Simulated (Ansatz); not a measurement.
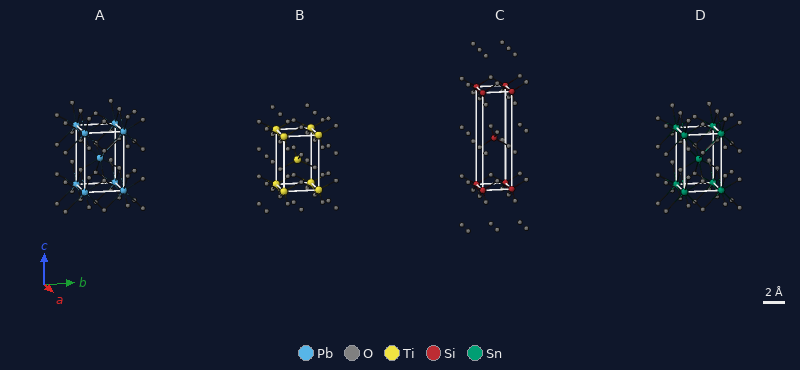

One structure type (space group P4_2/nmc for the parent) with different elements on its sites, each relaxed in cell and atoms to zero pressure (within 0.1 GPa). A ball-and-stick model of the cell of the calculation, seen slightly off an axis.

The calculation used DFT PBE, scalar-relativistic, plane waves, PAW in Ansatz. Set-up: plane-wave cutoff 420 eV; occupations gaussian; no spin polarisation. The k-mesh is chosen for each cell (10×10×6, 8×8×4, 8×8×6). Smearing widths differ between the runs.

Q: Give the formulas, and rank the crystals by volume per atom, smallest first.

A: B = TiO2 (10.2 Å³), D = SnO2 (11.9 Å³), C = SiO2 (12.7 Å³), A = PbO2 (13.7 Å³).
